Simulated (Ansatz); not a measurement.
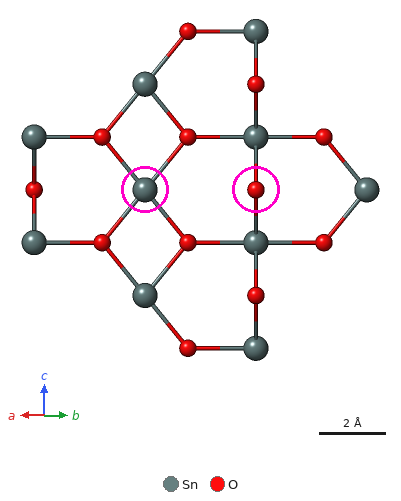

Perfect SnO2. A ball-and-stick model of the atoms within 5.4 Å of one point, in a slice 4.2 Å thick across the line of sight, seen along [110].

Level of theory: DFT, PBEsol, PAW, plane waves (Ansatz). Settings: plane-wave cutoff 420 eV; k-point mesh 1 × 1 × 1; mesh shifted by (0.25, 0.25, 0.25); no spin polarisation. Fermi-Dirac smearing of 0.01 eV. The axes drawn are those of the host's conventional cell.

A tin atom is taken out (a vacancy) and an oxygen atom is taken out (a vacancy), the two sites 3.6 Å apart at the ringed places, in charge state 0. The supercell has 72 sites, and the atoms are relaxed at the host's cell.

Predict the relaxed surroundings of the defect.

Around the empty Sn site the host had 6 O at 2.07 Å; after relaxation the nearest atoms are 6 O at 2.07 to 2.19 Å. Around the empty O site the host had 3 Sn at 2.07 Å; after relaxation the nearest atoms are 3 Sn at 2.29 to 2.31 Å, 1 O at 2.52 Å. Of the host's atoms, a tin atom moves furthest from its site, by 0.24 Å.

The relaxed defect, seen from the same direction:

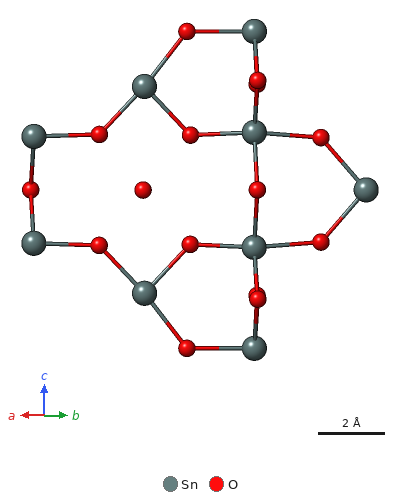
